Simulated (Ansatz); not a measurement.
# Run report: Li6HF6, geometry relaxation (part 3 of 3)

Li6HF6 (slab, 26 atoms in the cell); DFT PBE, scalar-relativistic, plane waves, PAW, no spin polarisation (Ansatz 0.2.0); cutoff 420 eV, 3×3×1 k-mesh, Gaussian smearing of 0.05 eV. The structure derives from an entry of the Crystallography Open Database. The input holds or restrains some coordinates. Forces given for the steps count only the free coordinates. It belongs to a series of runs on one base structure; here: 1 H2 a cell, flat, over a hollow F-Li site.

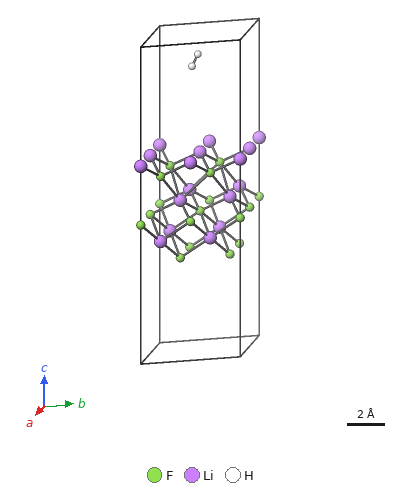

**Figure 1.** The geometry at step 18 of the log (ball-and-stick view of the cell of the calculation, with the vacuum cut short, seen slightly off an axis).

Output, continued
```
  k-point 2: bands = ["-50.5820", "-50.5634", "-50.5540", "-50.5534", "-49.8243", "-49.8058", "-49.7967", "-49.7963", "-46.6736", "-46.6571", "-46.6489", "-46.6489", "-29.2408", "-29.1073", "-29.0369", "-29.0369", "-28.0971", "-27.9765", "-27.9141", "-27.9140", "-22.8358", "-22.6786", "-22.5980", "-22.5980", "-11.6932", "-11.6928", "-11.5094", "-11.1720", "-10.9877", "-10.9867", "-10.9059", "-10.6565", "-10.6562", "-10.3785", "-10.2733", "-10.2730", "-10.2297", "-10.2068", "-9.9717", "-9.6682", "-9.5565", "-9.5562", "-9.4604", "-9.3238", "-9.3137", "-9.3136", "-9.2182", "-9.1545", "-8.8993", "-4.9024", "-4.9024", "-4.7151", "-4.2617", "-4.1211", "-4.0528", "-4.0528", "-3.9505", "-3.9505", "-3.8006", "-3.5850", "-3.4139", "-3.3853", "-1.7406", "-0.1479", "-0.1354", "0.4436", "0.8402", "1.4028", "1.8112", "2.5228", "2.6023", "2.6306", "2.9574", "3.2378", "3.3804", "3.6329", "3.7006", "3.8040", "4.2762", "4.7875", "4.8857", "5.1814", "5.2433", "5.4582", "5.6766", "5.8021", "6.0574"]
  k-point 4: bands = ["-50.5820", "-50.5631", "-50.5552", "-50.5525", "-49.8243", "-49.8058", "-49.7967", "-49.7963", "-46.6736", "-46.6571", "-46.6490", "-46.6489", "-29.2408", "-29.1073", "-29.0369", "-29.0369", "-28.0971", "-27.9765", "-27.9142", "-27.9140", "-22.8358", "-22.6786", "-22.5980", "-22.5980", "-11.6930", "-11.6930", "-11.5094", "-11.1720", "-10.9874", "-10.9871", "-10.9059", "-10.6565", "-10.6563", "-10.3784", "-10.2732", "-10.2732", "-10.2297", "-10.2068", "-9.9718", "-9.6681", "-9.5563", "-9.5563", "-9.4604", "-9.3238", "-9.3137", "-9.3136", "-9.2182", "-9.1545", "-8.8993", "-4.9024", "-4.9024", "-4.7151", "-4.2617", "-4.1211", "-4.0528", "-4.0528", "-3.9505", "-3.9505", "-3.8006", "-3.5850", "-3.4141", "-3.3853", "-1.7411", "-0.1461", "-0.1364", "0.4215", "0.8227", "1.4229", "1.8128", "2.5523", "2.5728", "2.6288", "3.0579", "3.2394", "3.3548", "3.6315", "3.6998", "3.8116", "4.2727", "4.7052", "4.9117", "5.1917", "5.2390", "5.4595", "5.6864", "5.8072", "6.0621"]
--- Relaxed structure (26 steps of the walk, 24 accepted, 0 SCFs on fresh bases) ---
  F+E_penalty+E_count = -12212.33032483 eV   max|allowed force component| = 2.362e-3 eV/Å
  atoms:
    - { symbol: F, position: [0.16666666669999997, 0.3333333333, 0.3351444143] }
    - { symbol: F, position: [0.16666666669999994, 0.8333333333, 0.3351444143] }
    - { symbol: F, position: [0.6666666667, 0.3333333333, 0.3351444143] }
    - { symbol: F, position: [0.6666666666999999, 0.8333333333, 0.3351444143] }
    - { symbol: Li, position: [0.33333333330000003, 0.1666666667, 0.3843294279] }
    - { symbol: Li, position: [0.3333333333, 0.6666666667, 0.3843294279] }
    - { symbol: Li, position: [0.8333333333000003, 0.1666666667, 0.3843294279] }
    - { symbol: Li, position: [0.8333333333000001, 0.6666666667, 0.3843294279] }
    - { symbol: F, position: [0.5, 0.5, 0.4335144415] }
    - { symbol: F, position: [0.5, 0.0, 0.4335144415] }
    - { symbol: F, position: [0.0, 0.5, 0.4335144415] }
    - { symbol: F, position: [0.0, 0.0, 0.4335144415] }
    - { symbol: Li, position: [0.6666528094737904, 0.3333107302965091, 0.4692883870667472] }
    - { symbol: Li, position: [0.6666569447837364, 0.8333493780915769, 0.46928676684912984] }
    - { symbol: Li, position: [0.16667137249042158, 0.3333231471040337, 0.46929790008307565] }
    - { symbol: Li, position: [0.1666885355584818, 0.8333498279764684, 0.4692844829199977] }
    - { symbol: F, position: [0.8333570032198598, 0.6666437054758433, 0.536329584497776] }
    - { symbol: F, position: [0.8333242723939333, 0.1666591150545593, 0.5362538613584792] }
    - { symbol: F, position: [0.33335054260338715, 0.6666835452558212, 0.5362700916009185] }
    - { symbol: F, position: [0.33336269378724026, 0.16665087183274874, 0.5362017096607941] }
    - { symbol: Li, position: [4.300464003098581e-5, 0.49994574921779295, 0.5708340773092934] }
    - { symbol: Li, position: [9.730348064157981e-5, 8.490030168407879e-5, 0.5707910814702438] }
    - { symbol: Li, position: [0.4999270552747115, 0.4999045726999197, 0.5708002167557987] }
    - { symbol: Li, position: [0.4999956615457235, 3.229158418297406e-5, 0.5707890230039667] }
    - { symbol: H, position: [0.1394583228129505, 0.3624573549216589, 0.753128458303699] }
    - { symbol: H, position: [0.12036272288329895, 0.39276026677111586, 0.7828222148543077] }
```

Trajectory as extended XYZ (Å, eV, eV/Å), 4 of the 26 frames kept, from step=1 to step=26
```
26
Lattice="5.7517 0.0000 0.0000 -2.8759 4.9811 0.0000 0.0000 0.0000 23.8703" Properties=species:S:1:pos:R:3:forces:R:3 step=1 energy=-12212.06579
F     0.0000    1.6604    8.0000   -0.0002   0.0001   1.6717
F    -1.4379    4.1509    8.0000    0.0004   0.0000   1.6728
F     2.8759    1.6604    8.0000    0.0003  -0.0003   1.6728
F     1.4379    4.1509    8.0000   -0.0003   0.0002   1.6722
Li    1.4379    0.8302    9.1741   -0.0015   0.0009  -2.8018
Li    0.0000    3.3207    9.1741    0.0007  -0.0013  -2.8034
Li    4.3138    0.8302    9.1741    0.0014   0.0000  -2.8035
Li    2.8759    3.3207    9.1741   -0.0008   0.0004  -2.8002
F     1.4379    2.4906   10.3481   -0.0081   0.0001   1.1606
F     2.8759    0.0000   10.3481    0.0041  -0.0021   1.1742
F    -1.4379    2.4906   10.3481    0.0077  -0.0048   1.1672
F     0.0000    0.0000   10.3481   -0.0044   0.0070   1.1609
Li    2.8759    1.6604   11.2047   -0.0099   0.0169  -0.0324
Li    1.4379    4.1509   11.2047    0.0190  -0.0117  -0.0412
Li    0.0000    1.6604   11.2047    0.0104  -0.0051  -0.0563
Li   -1.4379    4.1509   11.2047   -0.0189  -0.0002  -0.0314
F     2.8759    3.3207   12.8056   -0.0165   0.0001  -0.1376
F     4.3138    0.8302   12.8056    0.0758   0.0358   0.1542
F     0.0000    3.3207   12.8056    0.0158  -0.0882   0.1456
F     1.4379    0.8302   12.8056   -0.0814   0.0563  -0.0151
Li   -1.4379    2.4906   13.6323   -0.1377   0.0920  -0.0728
Li    0.0000    0.0000   13.6323    0.0663  -0.1549  -0.0704
Li    1.4379    2.4906   13.6323    0.1540   0.0264  -0.0735
Li    2.8759    0.0000   13.6323   -0.0741   0.0294  -0.0565
H     0.0000    1.6604   15.8823    0.2897  -0.2075   0.0448
H    -0.6259    2.0736   15.8823   -0.2918   0.2105   0.0970
26
Lattice="5.7517 0.0000 0.0000 -2.8759 4.9811 0.0000 0.0000 0.0000 23.8703" Properties=species:S:1:pos:R:3:forces:R:3 step=9 energy=-12212.29935
F     0.0000    1.6604    8.0000    0.0005  -0.0003   1.6520
F    -1.4379    4.1509    8.0000   -0.0007   0.0001   1.6497
F     2.8759    1.6604    8.0000   -0.0004   0.0006   1.6498
F     1.4379    4.1509    8.0000    0.0007  -0.0004   1.6515
Li    1.4379    0.8302    9.1741    0.0041  -0.0023  -2.7745
Li    0.0000    3.3207    9.1741   -0.0030   0.0030  -2.7730
Li    4.3138    0.8302    9.1741   -0.0042   0.0011  -2.7732
Li    2.8759    3.3207    9.1741    0.0030  -0.0018  -2.7757
F     1.4379    2.4906   10.3481   -0.0063   0.0006   1.1061
F     2.8759    0.0000   10.3481    0.0035  -0.0028   1.1132
F    -1.4379    2.4906   10.3481    0.0062  -0.0028   1.1115
F     0.0000    0.0000   10.3481   -0.0030   0.0047   1.1051
Li    2.8747    1.6616   11.2019    0.0072  -0.0096  -0.0029
Li    1.4398    4.1500   11.1987   -0.0122   0.0069  -0.0006
Li    0.0010    1.6596   11.1981   -0.0065   0.0041  -0.0014
Li   -1.4397    4.1513   11.2020    0.0121  -0.0014  -0.0035
F     2.8790    3.3192   12.7806   -0.0184   0.0097  -0.0139
F     4.3109    0.8307   12.7998    0.0331  -0.0013   0.0121
F    -0.0017    3.3234   12.8015    0.0185  -0.0286   0.0101
F     1.4424    0.8279   12.7879   -0.0335   0.0202  -0.0023
Li   -1.4434    2.4939   13.6166    0.0122  -0.0075  -0.0009
Li    0.0040   -0.0055   13.6096   -0.0087   0.0096  -0.0022
Li    1.4450    2.4902   13.6103   -0.0123   0.0025  -0.0022
Li    2.8733    0.0019   13.6237    0.0084  -0.0044  -0.0009
H    -0.0508    1.6576   17.3071   -0.0104   0.0080   0.0287
H    -0.6367    2.1074   17.4417    0.0101  -0.0077   0.0376
26
Lattice="5.7517 0.0000 0.0000 -2.8759 4.9811 0.0000 0.0000 0.0000 23.8703" Properties=species:S:1:pos:R:3:forces:R:3 step=18 energy=-12212.32936
F     0.0000    1.6604    8.0000    0.0000   0.0000   1.6504
F    -1.4379    4.1509    8.0000    0.0000   0.0000   1.6507
F     2.8759    1.6604    8.0000    0.0000   0.0000   1.6507
F     1.4379    4.1509    8.0000    0.0000   0.0000   1.6505
Li    1.4379    0.8302    9.1741   -0.0004   0.0004  -2.7733
Li    0.0000    3.3207    9.1741    0.0003  -0.0004  -2.7731
Li    4.3138    0.8302    9.1741    0.0005   0.0000  -2.7731
Li    2.8759    3.3207    9.1741   -0.0003   0.0001  -2.7735
F     1.4379    2.4906   10.3481   -0.0008   0.0010   1.1219
F     2.8759    0.0000   10.3481    0.0011  -0.0007   1.1212
F    -1.4379    2.4906   10.3481    0.0009  -0.0004   1.1224
F     0.0000    0.0000   10.3481   -0.0012   0.0001   1.1216
Li    2.8758    1.6604   11.2017   -0.0003  -0.0003   0.0015
Li    1.4380    4.1510   11.2021    0.0000   0.0000  -0.0001
Li    0.0001    1.6603   11.2026    0.0001  -0.0001  -0.0008
Li   -1.4380    4.1510   11.2015    0.0001   0.0004   0.0018
F     2.8759    3.3206   12.8009    0.0002   0.0000   0.0001
F     4.3138    0.8301   12.8010   -0.0004   0.0000  -0.0004
F     0.0000    3.3206   12.8015   -0.0003   0.0004  -0.0005
F     1.4379    0.8302   12.7991    0.0004  -0.0003  -0.0011
Li   -1.4380    2.4904   13.6257    0.0004  -0.0003   0.0004
Li    0.0004    0.0001   13.6245   -0.0003   0.0003   0.0007
Li    1.4380    2.4900   13.6248   -0.0004   0.0001   0.0007
Li    2.8754    0.0002   13.6249    0.0004  -0.0002   0.0004
H    -0.1725    1.7532   18.0363   -0.0392   0.0300   0.0622
H    -0.5164    2.0166   18.6523    0.0399  -0.0306  -0.0624
26
Lattice="5.7517 0.0000 0.0000 -2.8759 4.9811 0.0000 0.0000 0.0000 23.8703" Properties=species:S:1:pos:R:3:forces:R:3 step=26 energy=-12212.33033
F     0.0000    1.6604    8.0000    0.0000   0.0000   1.6508
F    -1.4379    4.1509    8.0000    0.0000   0.0000   1.6507
F     2.8759    1.6604    8.0000    0.0000   0.0000   1.6507
F     1.4379    4.1509    8.0000    0.0000   0.0000   1.6508
Li    1.4379    0.8302    9.1741   -0.0001   0.0001  -2.7733
Li    0.0000    3.3207    9.1741    0.0001  -0.0002  -2.7733
Li    4.3138    0.8302    9.1741    0.0001   0.0001  -2.7733
Li    2.8759    3.3207    9.1741   -0.0001   0.0000  -2.7733
F     1.4379    2.4906   10.3481    0.0004   0.0010   1.1227
F     2.8759    0.0000   10.3481    0.0005  -0.0004   1.1210
F    -1.4379    2.4906   10.3481   -0.0002   0.0003   1.1230
F     0.0000    0.0000   10.3481   -0.0005  -0.0009   1.1224
Li    2.8758    1.6603   11.2021   -0.0002  -0.0003   0.0005
Li    1.4378    4.1510   11.2020   -0.0001   0.0001   0.0001
Li    0.0001    1.6603   11.2023    0.0000   0.0000  -0.0001
Li   -1.4378    4.1510   11.2020    0.0002   0.0003   0.0006
F     2.8761    3.3206   12.8024    0.0000   0.0000  -0.0006
F     4.3137    0.8301   12.8005    0.0000   0.0001  -0.0001
F     0.0001    3.3208   12.8009   -0.0001  -0.0001  -0.0002
F     1.4381    0.8301   12.7993    0.0000   0.0000   0.0002
Li   -1.4375    2.4903   13.6260    0.0005  -0.0003  -0.0002
Li    0.0003    0.0004   13.6250   -0.0002   0.0005   0.0004
Li    1.4378    2.4901   13.6252   -0.0005  -0.0001   0.0004
Li    2.8757    0.0002   13.6249    0.0002  -0.0001   0.0003
H    -0.2403    1.8054   17.9774   -0.0024   0.0018  -0.0009
H    -0.4372    1.9564   18.6862    0.0024  -0.0018   0.0006
```

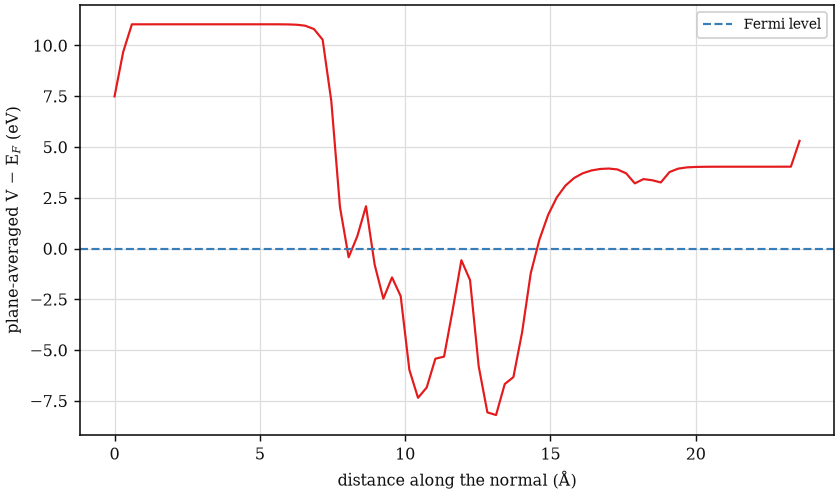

**Figure 2.** Plane average of the electrostatic potential energy of an electron across the cell, from the Fermi level. The vacuum level lies 4.03 eV above the Fermi level on the upper side and 11.04 eV on the lower.

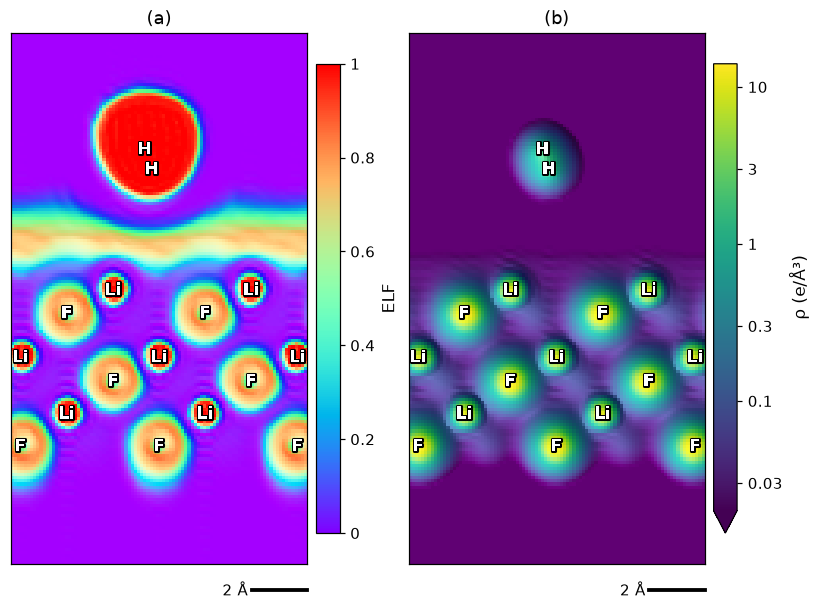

**Figure 3.** (a) ELF; (b) valence pseudo-density on the (110) plane of the calculation cell, a cut from vacuum to vacuum. Atoms in the plane: F, Li and H. H–H (0.75 Å): ρ at the midpoint is about 1.8 e/Å³; the ELF peaks at about 1 between the atoms (a covalent bond by its length). Li–F (1.87 Å): the density is about 0.4 e/Å³ at the midpoint; the ELF is about 0.45 at the midpoint (no shared pair; the contact is polar). Li–F (2.03 Å): ρ is about 0.26 e/Å³ halfway; the ELF is about 0.45 at the midpoint (a polar contact without a shared pair, in a metal). The density dies away to nearly zero in the vacuum. The strong features right at Li lie inside the PAW spheres (semicore, d or f shells) and say nothing about bonding. In a PAW calculation such maps are meaningful between the atoms, not at the nuclei.

Summary

- outcome: converged under the restraints of the input
- electrons treated: 122
- free energy: −12212.3303 eV
- work function, top face: 4.03 eV
- work function, bottom face: 11.04 eV
- Fermi energy: −3.392 eV
- gap on the k-point mesh: none (metallic)
- final volume: 683.88 Å³
- work function (upper face): 4.03 eV
- largest force (length of the vector) at the end, held atoms and coordinates included: 2.773 eV/Å
- wall time: 7 min (CPU time 14 min)
- peak memory: 1.1 GiB

The program warns: the exchange-correlation potential is rough where the density is thin.
